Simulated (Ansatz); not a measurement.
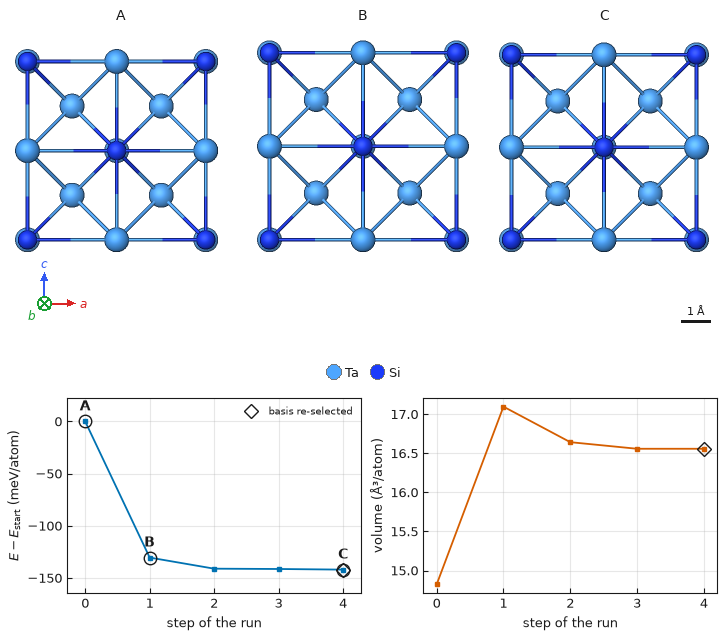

Frames of a relaxation of solid Ta₃Si (a generated structure, set up in Fm-3m) (coarse preliminary run), marked on the history of the run. A ball-and-stick model of the conventional cell (4 times the calculation's cell), seen along the b axis. Lengths and directions refer to the drawn axes.

Case: Ru → Si on all its sites, cell and atoms relaxed.

These are results of Ansatz, DFT r2SCAN, scalar-relativistic, plane waves, PAW, not measurements.

The input:
```yaml
crystal:
  lattice:
    - [0.0, 3.0949032638, 3.0949032638]
    - [3.0949032638, 0.0, 3.0949032638]
    - [3.0949032638, 3.0949032638, 0.0]
  atoms:
    - { symbol: Ta, position: [0.25, 0.25, 0.25] }
    - { symbol: Ta, position: [0.75, 0.75, 0.75] }
    - { symbol: Ta, position: [0.5, 0.5, 0.5] }
    - { symbol: Si, position: [0.0, 0.0, 0.0] }
basis:
  ecutwfc: 500
kpoints:
  mp_grid: { grid: [6, 6, 6] }
hamiltonian:
  xc: r2scan
scf:
  occupations: { method: gaussian, width: 0.1 }
output:
  forces: true
  stress: true
  eigenvalues: true
relax:
  adjacent_minimum: "off"
  f_tol: 0.05
  max_steps: 60
  cell: { stress_tol: 0.5 }
```

Command:
```bash
ansatz run input.yaml --threads 1 --pin off --max-ram 2560MiB --backend cpu --events-out ev --progress --plain --runs-dir out
```

### What happens along the run?

The atoms keep their places relative to the cell (all moves are under 0.005 Å). The drawn cell changes as follows: a = b = c 6.190 → 6.423 Å (+3.8 %); the volume changes by +11.7 %. Near-neighbour distances that change, for instance: Ta3–Si4 3.095 → 3.211 Å, Ta1–Ta2 3.095 → 3.211 Å, Ta1–Ta3 2.680 → 2.781 Å, Ta1–Si4 2.680 → 2.781 Å. The space group stays Fm-3m (No. 225). Over 3 accepted moves (4 points after the start) the energy falls by 142 meV per atom. All forces vanish by symmetry, so only the cell relaxes. Pressure: 28.65 GPa at the start and 0.01 GPa at the end. The SCF was repeated once at an unchanged geometry on a basis and grid sized afresh for the cell, which shifted the energy by 0.6 meV per atom at most. Cost: 10 s on 1 thread of Intel(R) Xeon(R) 6975P-C (Granite Rapids), on a shared host, peak memory 0.6 GiB. From step 0 to 1: volume +15.3 %, energy −130 meV per atom. From step 1 to 4: volume −3.2 %, energy −11.5 meV per atom.

| step | E − E(0), meV/atom | pressure, GPa | volume, Å³/atom | note |
| --- | --- | --- | --- | --- |
| 0 | 0.00 | 28.65 | 14.822 |  |
| 1 | -130.41 | -6.21 | 17.097 |  |
| 2 | -141.05 | -1.06 | 16.643 |  |
| 3 | -141.35 | -0.01 | 16.558 |  |
| 4 | -141.96 | 0.01 | 16.558 | same geometry, new basis |
